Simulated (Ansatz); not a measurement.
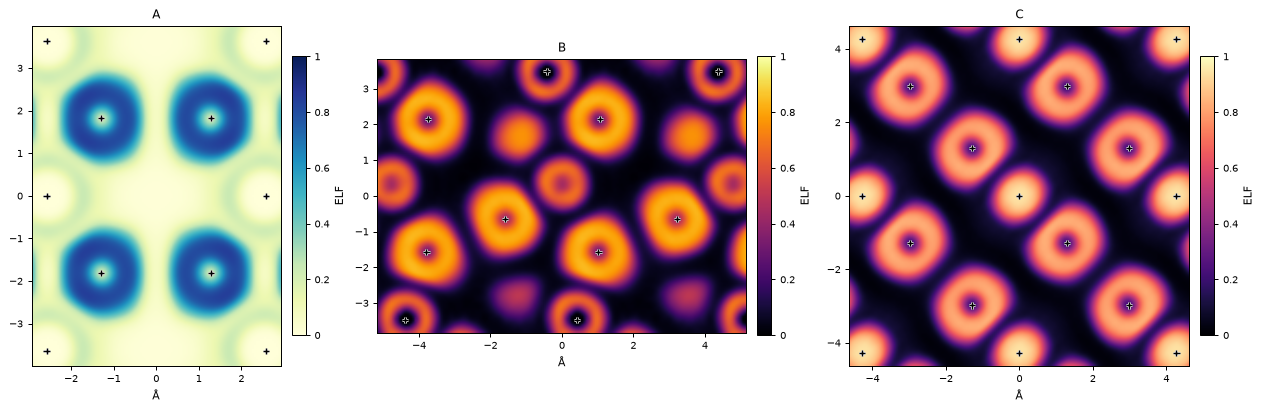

The ELF of 3 systems, each on a plane through atoms (crosses mark nuclei in the plane).

The calculation used Ansatz 0.2.0, Kohn-Sham DFT of a periodic cell, PBE, Ansatz PAW.

System 1: TiO2, the (011̄) plane of the conventional cell. Space group P2₁/c; a structure from a database of computed crystals, not necessarily the ambient phase; computed pressure about 4 GPa in this cell.

System 2: SnO2, the (011) plane of the conventional cell. Space group Fm-3m; a structure from a database of computed crystals, not necessarily the ambient phase.

```
Sn O
1.0
     5.14830    0.00000    0.00000
     0.00000    5.14830    0.00000
     0.00000    0.00000    5.14830
Sn O
4 8
Direct
  0.00000 0.00000 0.00000
  0.50000 0.50000 0.00000
  0.50000 0.00000 0.50000
  0.00000 0.50000 0.50000
  0.75000 0.25000 0.25000
  0.25000 0.75000 0.25000
  0.25000 0.25000 0.75000
  0.75000 0.75000 0.75000
  0.25000 0.25000 0.25000
  0.75000 0.75000 0.25000
  0.75000 0.25000 0.75000
  0.25000 0.75000 0.75000
```

System 3: CrO2, the (001) plane of the conventional cell. Space group P4₂/mnm; computed pressure about 30 GPa in this cell; spin-polarised.

```xyz
6
Lattice="4.2767 0.0000 0.0000 0.0000 4.2767 0.0000 0.0000 0.0000 2.8496" Properties=species:S:1:pos:R:3 pbc="T T T"
Cr    2.1384    2.1384    1.4248
Cr    0.0000    0.0000    0.0000
O     3.4297    0.8471    1.4248
O     2.9855    2.9855    0.0000
O     0.8471    3.4297    1.4248
O     1.2913    1.2913    0.0000
```

Q: Which map belongs to which system?

A: Panel A is system 2, SnO2: the plane holds Sn and O. Sn–O (2.23 Å): the ELF peaks at about 0.85 in the valence shell of O, 0.6 Å from its nucleus, and is about 0.25 at the midpoint (no localised pair shows between them). Panel B is system 1, TiO2: the plane holds Ti and O. Ti–O (2.00 Å): the ELF peaks at about 0.85 in the valence shell of O, 0.6 Å from its nucleus, and is about 0.25 at the midpoint; no localised pair shows between them. Panel C is system 3, CrO2: the plane holds Cr and O. Cr–O (1.83 Å): the ELF peaks at about 0.85 in the valence shell of O, 0.6 Å from its nucleus, and is about 0.20 at the midpoint: no localised pair shows between them.
